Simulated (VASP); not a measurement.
# Black phosphorene and its bilayer, part 4 of 8

What are the lattice, gap and band positions of black phosphorene, and what does a second sheet change?

VASP 6.6.1; PBE with D3(BJ); plane waves and PAW (P).

So far. Step 8 (A rigid stacking, stacking same orientation, shift 0.50 …): Energy at zero smearing: -45.23287 eV.

**9. A rigid stacking, stacking same orientation, shift 0.00 0.50**

File INCAR:

```
SYSTEM = P
PREC = Normal
ENCUT = 350
EDIFF = 1E-05
NELM = 120
ISMEAR = 0
SIGMA = 0.03
LREAL = .FALSE.
ALGO = Fast
GGA = PE
IVDW = 12
NBANDS = 28
LORBIT = 11
LWAVE = .FALSE.
LCHARG = .FALSE.
KPAR = 4
IDIPOL = 3
LDIPOL = .TRUE.
DIPOL = 0.5 0.5 0.5
```

File POSCAR:

```
P
1.0
    4.4348820646      0.0000000000      0.0000000000
    0.0000000000      3.2914999311      0.0000000000
    0.0000000000      0.0000000000     24.3342626128
P
8
Direct
    0.0826895800      0.0000000000      0.3493017300
    0.4173104200      0.5000000000      0.3493017300
    0.5826895800      0.5000000000      0.4363038000
    0.9173104200      0.0000000000      0.4363038000
    0.0826895800      0.5000000000      0.5636962000
    0.4173104200      0.0000000000      0.5636962000
    0.5826895800      0.0000000000      0.6506982700
    0.9173104200      0.5000000000      0.6506982700
```

File KPOINTS:

```
Automatic mesh
0
Gamma
7 9 1
0 0 0
```

Potentials, in the order of the species: P (PBE family, release 64).

Launch:

```console
$ mpirun -np 4 vasp_std
```

The log of the run:

```text
[... set-up lines as in an earlier step ...]
 entering main loop
       N       E                     dE             d eps       ncg     rms          rms(c)
DAV:   1     0.218504723959E+03    0.21850E+03   -0.11848E+04  1120   0.804E+02
DAV:   2    -0.196719201818E+02   -0.23818E+03   -0.23126E+03  1596   0.184E+02
DAV:   3    -0.425483742057E+02   -0.22876E+02   -0.22663E+02  1320   0.619E+01
DAV:   4    -0.432612868580E+02   -0.71291E+00   -0.71000E+00  1704   0.127E+01
[...]
RMM:  18    -0.428811745042E+02   -0.20813E-04   -0.14584E-06   518   0.492E-03    0.109E-01
RMM:  19    -0.428811966532E+02   -0.22149E-04   -0.21390E-06   677   0.533E-03    0.116E-01
RMM:  20    -0.428812018739E+02   -0.52206E-05   -0.83410E-07   427   0.405E-03
   1 F= -.45320834E+02 E0= -.45320834E+02  d E =-.105315E-13
```

Elapsed: 12 s, on 4 MPI ranks of Intel Xeon 6975P-C (Granite Rapids), shared host; peak memory 0.9 GiB; 40 s of CPU time.

Parts of OUTCAR (step 9):

```text
 Edisp (eV)   -2.43963

  Total      -0.74376    -0.33886    -0.09264     0.00000     0.00000    -0.00000
  in kB      -3.35468    -1.52842    -0.41786     0.00000     0.00000    -0.00000
  external pressure =       -1.77 kB  Pullay stress =        0.00 kB

 POSITION                                       TOTAL-FORCE (eV/Angst)
 -----------------------------------------------------------------------------------
      0.36672      0.00000      8.50000         0.005416     -0.000000     -0.046523
      1.85072      1.64575      8.50000        -0.005416      0.000000     -0.046523
      2.58416      1.64575     10.61713        -0.058596     -0.000000      0.100918
      4.06816      0.00000     10.61713         0.058596     -0.000000      0.100918
      0.36672      1.64575     13.71713        -0.058596     -0.000000     -0.100918
      1.85072      0.00000     13.71713         0.058596      0.000000     -0.100918
      2.58416      0.00000     15.83426         0.005416      0.000000      0.046523
      4.06816      1.64575     15.83426        -0.005416      0.000000      0.046523
 -----------------------------------------------------------------------------------
    total drift:                                0.000000      0.000000      0.000000

  FREE ENERGIE OF THE ION-ELECTRON SYSTEM (eV)
  ---------------------------------------------------
  free  energy   TOTEN  =       -45.3208335828 eV

  energy  without entropy=      -45.3208335828  energy(sigma->0) =      -45.32083358

[... 2 parts as in an earlier step ...]

[... 1 further part left out ...]
[key lines of the parts left out:]
E-fermi :   0.3273
```

Energy at zero smearing: -45.32083 eV.

**10. A rigid stacking, stacking same orientation, shift 0.50 0.50**

INCAR is that of step 9.

File POSCAR:

```
P
1.0
    4.4348820646      0.0000000000      0.0000000000
    0.0000000000      3.2914999311      0.0000000000
    0.0000000000      0.0000000000     24.3342626128
P
8
Direct
    0.0826895800      0.0000000000      0.3493017300
    0.4173104200      0.5000000000      0.3493017300
    0.5826895800      0.5000000000      0.4363038000
    0.9173104200      0.0000000000      0.4363038000
    0.5826895800      0.5000000000      0.5636962000
    0.9173104200      0.0000000000      0.5636962000
    0.0826895800      0.0000000000      0.6506982700
    0.4173104200      0.5000000000      0.6506982700
```

KPOINTS is that of step 9.

Launch:

```console
$ mpirun -np 4 vasp_std
```

The log of the run:

```text
[... set-up lines as in an earlier step ...]
 entering main loop
       N       E                     dE             d eps       ncg     rms          rms(c)
DAV:   1     0.219186826612E+03    0.21919E+03   -0.11863E+04  1120   0.804E+02
DAV:   2    -0.197278090975E+02   -0.23891E+03   -0.23309E+03  1596   0.185E+02
DAV:   3    -0.422635407343E+02   -0.22536E+02   -0.22317E+02  1328   0.614E+01
DAV:   4    -0.429444435000E+02   -0.68090E+00   -0.67842E+00  1752   0.124E+01
[...]
RMM:  14    -0.425582781692E+02   -0.12646E-03   -0.30204E-05  1050   0.173E-02    0.588E-03
RMM:  15    -0.425583019400E+02   -0.23771E-04   -0.12898E-05   962   0.111E-02    0.138E-03
RMM:  16    -0.425583111280E+02   -0.91879E-05   -0.34759E-06   764   0.698E-03
   1 F= -.44993141E+02 E0= -.44993141E+02  d E =-.753247E-11
```

Elapsed: 9.4 s, on 4 MPI ranks; peak memory 0.9 GiB.

From OUTCAR (step 10):

```text
 Edisp (eV)   -2.43483

  Total      -1.15691    -1.02010     3.71543     0.00000     0.00000     0.00000
  in kB      -5.21816    -4.60108    16.75814     0.00000     0.00000     0.00000
  external pressure =        2.31 kB  Pullay stress =        0.00 kB

 POSITION                                       TOTAL-FORCE (eV/Angst)
 -----------------------------------------------------------------------------------
      0.36672      0.00000      8.50000         0.046310      0.000000     -0.194409
      1.85072      1.64575      8.50000        -0.046310     -0.000000     -0.194409
      2.58416      1.64575     10.61713        -0.085845      0.000000     -0.153110
      4.06816      0.00000     10.61713         0.085845      0.000000     -0.153110
      2.58416      1.64575     13.71713        -0.085845      0.000000      0.153110
      4.06816      0.00000     13.71713         0.085845      0.000000      0.153110
      0.36672      0.00000     15.83426         0.046310      0.000000      0.194409
      1.85072      1.64575     15.83426        -0.046310     -0.000000      0.194409
 -----------------------------------------------------------------------------------
    total drift:                                0.000000      0.000000      0.000000

  FREE ENERGIE OF THE ION-ELECTRON SYSTEM (eV)
  ---------------------------------------------------
  free  energy   TOTEN  =       -44.9931407772 eV

  energy  without entropy=      -44.9931407772  energy(sigma->0) =      -44.99314078

[... 2 parts as in an earlier step ...]

[... 1 further part left out ...]
[key lines of the parts left out:]
E-fermi :   0.1285
```

Energy at zero smearing: -44.99314 eV.

**11. Relaxing the bilayer**

The lowest stacking relaxes at the monolayer's lattice.

Edit INCAR of step 10 so:

```diff
@@ -3,3 +3,3 @@
 ENCUT = 350
-EDIFF = 1E-05
+EDIFF = 1E-06
 NELM = 120
@@ -16,2 +16,8 @@
 KPAR = 4
+IBRION = 2
+NSW = 50
+ISIF = 2
+EDIFFG = -0.015
+POTIM = 0.4
+MAXMIX = 40
 IDIPOL = 3
```

File POSCAR:

```
P
1.0
    4.4348820646      0.0000000000      0.0000000000
    0.0000000000      3.2914999311      0.0000000000
    0.0000000000      0.0000000000     24.3342626128
P
8
Direct
    0.0826895800      0.0000000000      0.3493017300
    0.4173104200      0.5000000000      0.3493017300
    0.5826895800      0.5000000000      0.4363038000
    0.9173104200      0.0000000000      0.4363038000
    0.0826895800      0.5000000000      0.5636962000
    0.4173104200      0.0000000000      0.5636962000
    0.5826895800      0.0000000000      0.6506982700
    0.9173104200      0.5000000000      0.6506982700
```

KPOINTS is that of step 10.

Launch:

```console
$ mpirun -np 4 vasp_std
```

The log of the run:

```text
[... set-up lines as in an earlier step ...]
 entering main loop
       N       E                     dE             d eps       ncg     rms          rms(c)
[... 5 cycles as in an earlier step ...]
RMM:   6    -0.430024026801E+02    0.27425E+00   -0.15667E-01  1120   0.157E+00    0.883E+00
RMM:   7    -0.428802502486E+02    0.12215E+00   -0.37626E-01  1120   0.245E+00    0.378E-01
RMM:   8    -0.428795063679E+02    0.74388E-03   -0.36986E-02  1140   0.100E+00    0.122E-01
RMM:   9    -0.428803412769E+02   -0.83491E-03   -0.90875E-03  1312   0.439E-01    0.164E-01
RMM:  10    -0.428804496362E+02   -0.10836E-03   -0.11954E-03  1368   0.149E-01    0.200E-01
RMM:  11    -0.428805779221E+02   -0.12829E-03   -0.45101E-04  1165   0.829E-02    0.106E-01
RMM:  12    -0.428806766449E+02   -0.98723E-04   -0.16775E-04  1218   0.494E-02    0.967E-02
RMM:  13    -0.428809309428E+02   -0.25430E-03   -0.74454E-05  1123   0.329E-02    0.663E-02
RMM:  14    -0.428810055404E+02   -0.74598E-04   -0.24345E-05  1088   0.173E-02    0.563E-02
RMM:  15    -0.428810931336E+02   -0.87593E-04   -0.12546E-05   990   0.123E-02    0.496E-02
RMM:  16    -0.428811101315E+02   -0.16998E-04   -0.68637E-06   887   0.788E-03    0.478E-02
RMM:  17    -0.428811319305E+02   -0.21799E-04   -0.34761E-06   815   0.528E-03    0.436E-02
RMM:  18    -0.428811542150E+02   -0.22284E-04   -0.14671E-06   772   0.375E-03    0.404E-02
RMM:  19    -0.428811757727E+02   -0.21558E-04   -0.18253E-06   781   0.346E-03    0.363E-02
RMM:  20    -0.428811812667E+02   -0.54941E-05   -0.53630E-07   632   0.228E-03    0.341E-02
RMM:  21    -0.428811855320E+02   -0.42652E-05   -0.58305E-07   722   0.233E-03    0.312E-02
RMM:  22    -0.428811859701E+02   -0.43812E-06   -0.24611E-07   520   0.168E-03
   1 F= -.45320818E+02 E0= -.45320818E+02  d E =-.453208E+02
 curvature:   0.00 expect dE= 0.000E+00 dE for cont linesearch  0.000E+00
 trial: gam= 0.00000 g(F)=  0.243E-02 g(S)=  0.000E+00 ort = 0.000E+00 (trialstep = 0.100E+01)
 search vector abs. value=  0.243E-02
 bond charge predicted
       N       E                     dE             d eps       ncg     rms          rms(c)
DAV:   1    -0.428826212939E+02   -0.14358E-02   -0.60238E-02  1320   0.102E+00    0.146E-01
RMM:   2    -0.428827635775E+02   -0.14228E-03   -0.45228E-03  1125   0.329E-01    0.321E-01
RMM:   3    -0.428828706786E+02   -0.10710E-03   -0.86002E-04  1162   0.168E-01    0.845E-02
RMM:   4    -0.428829895422E+02   -0.11886E-03   -0.19396E-04  1284   0.761E-02    0.151E-01
RMM:   5    -0.428830124550E+02   -0.22913E-04   -0.39350E-05  1378   0.291E-02    0.172E-01
RMM:   6    -0.428830122627E+02    0.19231E-06   -0.26363E-05  1121   0.172E-02    0.126E-01
RMM:   7    -0.428830013652E+02    0.10897E-04   -0.19051E-05  1114   0.147E-02    0.876E-02
RMM:   8    -0.428830029101E+02   -0.15449E-05   -0.69098E-06  1034   0.906E-03    0.866E-02
RMM:   9    -0.428830029344E+02   -0.24296E-07   -0.16316E-06   737   0.535E-03
   2 F= -.45322541E+02 E0= -.45322541E+02  d E =-.172350E-02
[... from here on, the cycles between the ionic steps are left out ...]
   3 F= -.45322877E+02 E0= -.45322877E+02  d E =-.205903E-02
   4 F= -.45322933E+02 E0= -.45322933E+02  d E =-.211486E-02
   5 F= -.45323249E+02 E0= -.45323249E+02  d E =-.316107E-03
   6 F= -.45323451E+02 E0= -.45323451E+02  d E =-.518118E-03
   7 F= -.45323665E+02 E0= -.45323665E+02  d E =-.214071E-03
   8 F= -.45324305E+02 E0= -.45324305E+02  d E =-.853855E-03
   9 F= -.45325429E+02 E0= -.45325429E+02  d E =-.197794E-02
  10 F= -.45327241E+02 E0= -.45327241E+02  d E =-.379067E-02
  11 F= -.45328761E+02 E0= -.45328761E+02  d E =-.531053E-02
  12 F= -.45328757E+02 E0= -.45328757E+02  d E =-.530629E-02
  13 F= -.45328762E+02 E0= -.45328762E+02  d E =-.531162E-02
  14 F= -.45328471E+02 E0= -.45328471E+02  d E =0.290906E-03
 trial-energy change:    0.000291  1 .order    0.000296   -0.000364    0.000955
 step:   1.1847(harm=  1.1667)  dis= 0.00166  next Energy=   -45.328813 (dE=-0.511E-04)
 bond charge predicted
       N       E                     dE             d eps       ncg     rms          rms(c)
DAV:   1    -0.428572517632E+02   -0.14822E-02   -0.49393E-02  1120   0.982E-01    0.125E-01
RMM:   2    -0.428575273397E+02   -0.27558E-03   -0.26926E-03  1120   0.284E-01    0.448E-02
RMM:   3    -0.428575859371E+02   -0.58597E-04   -0.71627E-04  1257   0.131E-01    0.256E-02
RMM:   4    -0.428576084416E+02   -0.22505E-04   -0.13577E-04  1428   0.561E-02    0.166E-02
RMM:   5    -0.428576093599E+02   -0.91825E-06   -0.10550E-05  1013   0.155E-02    0.131E-02
RMM:   6    -0.428576073399E+02    0.20200E-05   -0.17279E-06   768   0.594E-03    0.796E-03
RMM:   7    -0.428576066755E+02    0.66440E-06   -0.26797E-06   823   0.490E-03
  15 F= -.45328811E+02 E0= -.45328811E+02  d E =-.485467E-04
 curvature:  -2.01 expect dE=-0.573E-05 dE for cont linesearch -0.299E-06
 trial: gam= 0.03449 g(F)=  0.285E-05 g(S)=  0.000E+00 ort =-0.664E-05 (trialstep = 0.362E+01)
 search vector abs. value=  0.274E-05
 reached required accuracy - stopping structural energy minimisation
```

Elapsed: 78 s, on 4 MPI ranks; peak memory 0.97 GiB; 4.6 min of CPU time.

Parts of OUTCAR (step 11):

```text
   NELECT =      40.0000    total number of electrons

 Edisp (eV)   -2.47270

 E-fermi :   0.3866

 k-point     1 :       0.0000    0.0000    0.0000
  band No.  band energies     occupation
    ...
     16      -2.1021      2.00000
     17      -1.9147      2.00000
     18      -1.8583      2.00000
     19      -0.7602      2.00000
     20       0.2362      2.00000
     21       0.5292      0.00000
     22       1.0214      0.00000
     23       1.1710      0.00000
     24       1.4475      0.00000
     25       2.4037      0.00000
    ...

 Edisp (eV)   -2.47120

  Total      -1.05049    -0.39087    -0.04539    -0.00000     0.00000     0.00000
  in kB      -4.73815    -1.76297    -0.20473    -0.00000     0.00000     0.00000
  external pressure =       -2.24 kB  Pullay stress =        0.00 kB

 POSITION                                       TOTAL-FORCE (eV/Angst)
 -----------------------------------------------------------------------------------
      0.36626      0.00000      8.55339        -0.001140     -0.000000     -0.002836
      1.85118      1.64575      8.55339         0.001140      0.000000     -0.002836
      2.58076      1.64575     10.67829        -0.002667     -0.000000      0.001404
      4.07156      0.00000     10.67829         0.002667     -0.000000      0.001404
      0.36332      1.64575     13.65597        -0.002667     -0.000000     -0.001404
      1.85412      0.00000     13.65597         0.002667     -0.000000     -0.001404
      2.58371      0.00000     15.78088        -0.001140     -0.000000      0.002836
      4.06862      1.64575     15.78088         0.001140     -0.000000      0.002836
 -----------------------------------------------------------------------------------
    total drift:                                0.000000      0.000000      0.000000

  FREE ENERGIE OF THE ION-ELECTRON SYSTEM (eV)
  ---------------------------------------------------
  free  energy   TOTEN  =       -45.3288108199 eV

  energy  without entropy=      -45.3288108198  energy(sigma->0) =      -45.32881082

 vacuum level on the upper side and lower side of the slab         4.633         4.633

[... 8 parts as in an earlier step ...]

[... 11 further parts left out ...]
```

Relaxation path:

| step | energy less that of the first step (eV) | largest force (eV/Å) |
| --- | --- | --- |
| 1 | 0.0000 | 0.1160 |
| 2 | -0.0017 | 0.0598 |
| 3 | -0.0021 | 0.0461 |
| 4 | -0.0021 | 0.0352 |
| 5 | -0.0024 | 0.0318 |
| 6 | -0.0026 | 0.0549 |
| 7 | -0.0028 | 0.0541 |
| 8 | -0.0035 | 0.0489 |
| 9 | -0.0046 | 0.0410 |
| 10 | -0.0064 | 0.0249 |
| 11 | -0.0079 | 0.0209 |
| 12 | -0.0079 | 0.0215 |
| 13 | -0.0079 | 0.0213 |
| 14 | -0.0077 | 0.0594 |
| 15 | -0.0080 | 0.0031 |

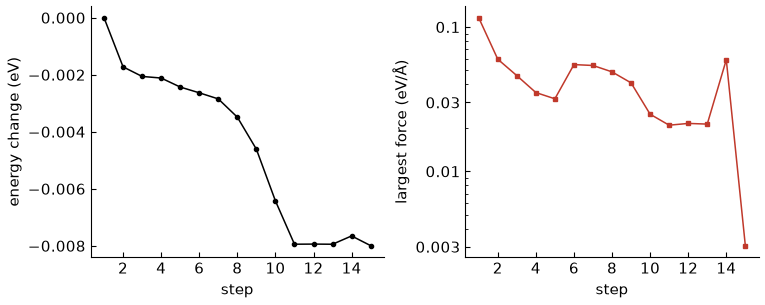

Energy and largest force along the relaxation.

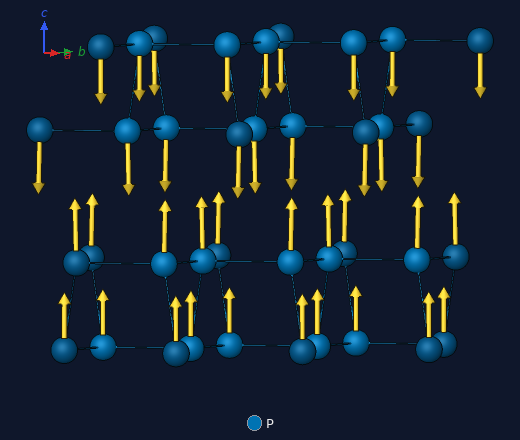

Displacements in the relaxation, exaggerated; the longest in the cell stands for 0.06 Å. 1×2×1 cells are drawn. Some periodic images of atoms are drawn too.

The atoms that moved most (Å):

| atom | dx | dy | dz | length |
| --- | --- | --- | --- | --- |
| P4 | 0.003 | 0.000 | 0.061 | 0.061 |
| P3 | -0.003 | 0.000 | 0.061 | 0.061 |
| P6 | 0.003 | 0.000 | -0.061 | 0.061 |
| P5 | -0.003 | 0.000 | -0.061 | 0.061 |
| P7 | 0.000 | 0.000 | -0.053 | 0.053 |
| P8 | 0.000 | 0.000 | -0.053 | 0.053 |
| P1 | 0.000 | 0.000 | 0.053 | 0.053 |
| P2 | 0.000 | 0.000 | 0.053 | 0.053 |

Final coordinates:

```xyz
8
Lattice="4.4349 0.0000 0.0000 0.0000 3.2915 0.0000 0.0000 0.0000 24.3343" Properties=species:S:1:pos:R:3
P     0.3663    0.0000    8.5534
P     1.8512    1.6457    8.5534
P     2.5808    1.6457   10.6783
P     4.0716    0.0000   10.6783
P     0.3633    1.6457   13.6560
P     1.8541    0.0000   13.6560
P     2.5837    0.0000   15.7809
P     4.0686    1.6457   15.7809
```

Numbers from this step:

```yaml
electronic_cycles: 139
free_energy_toten: -45.33 eV
fermi_energy: 0.3866 eV
gap_on_the_k_mesh: 0.2785 eV
least_direct_gap_on_the_k_mesh: 0.2930 eV
```

The run ended after 15 ionic steps, 0.008 eV below its first step, once the forces on the free atoms met EDIFFG = -0.015.

(Continued in part 5 of 8.)

[Lines on the potential files, build, host, timing and source positions are cut from VASP's logs without a mark.]

[Logs are printed without paths, hosts, clocks, repeated set-up lines and the standing remarks that a program may print on its own settings, such as how far it seeks lower states.]

[Hosts, paths, dates, database ids (printed as entryN), source tags and the programs' standing remarks are cut or masked in the printed files.]

[Runs that stopped without an error message from VASP are left out.]
